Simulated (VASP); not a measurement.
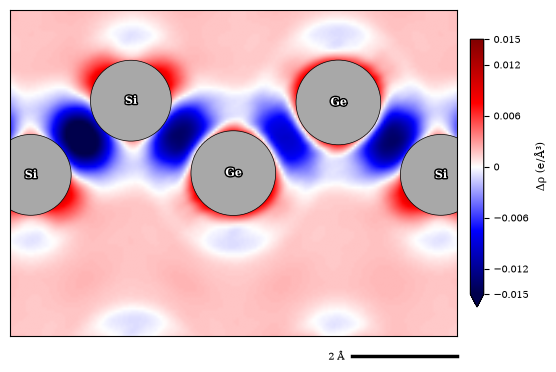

SiGe. Difference of the valence pseudo-densities of two functionals at the same geometry, on the (11̄0) plane of the calculation cell: PBEsol less r2SCAN.

Both computed with VASP (plane waves, PAW), on the same k-point mesh. Grey discs cover the atomic cores.

```
Ge Si
1.0
     0.00000    2.77304    2.77304
     2.77304    0.00000    2.77304
     5.54576    5.54576    0.00032
Ge Si
2 2
Direct
  0.00310 0.00310 0.99536
  0.24690 0.24690 0.12964
  0.99708 0.99708 0.50437
  0.25292 0.25292 0.62063
```

**Where does the change of functional move the electrons?**

Against r2SCAN, PBEsol gives a change of −0.019 e/Å³ at the midpoint of Si–Si, −0.014 e/Å³ at the midpoint of Si–Ge and −0.010 e/Å³ at the midpoint of Ge–Ge.
